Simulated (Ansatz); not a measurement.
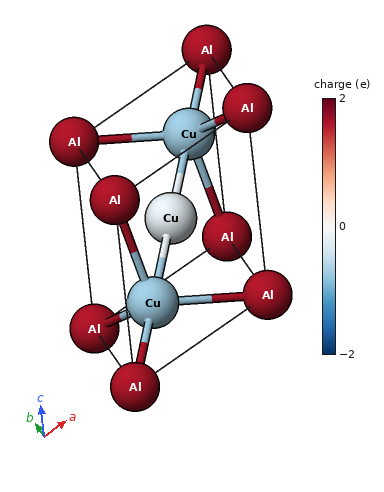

Ball-and-stick model, viewed slightly off an axis. The edges of the simulation cell are marked. The atoms of this AlCu₃ cell are coloured by their Bader charge.

Method used: DFT PBEsol, scalar-relativistic, plane waves, PAW in Ansatz. It ran with 420 eV cutoff, k-points on a 12×12×12 grid, Gaussian smearing of 0.1 eV, no spin polarisation.

### Describe the charge distribution among the elements.

Most positive: Al; most negative: Cu. Charges: about Al +1.6 e; Cu -0.7 to -0.2 e.

The model was built from a structure listed in the Materials Project. Earlier steps of the study may have refined or changed the cell and positions. It was run through Ansatz as a DFT input.
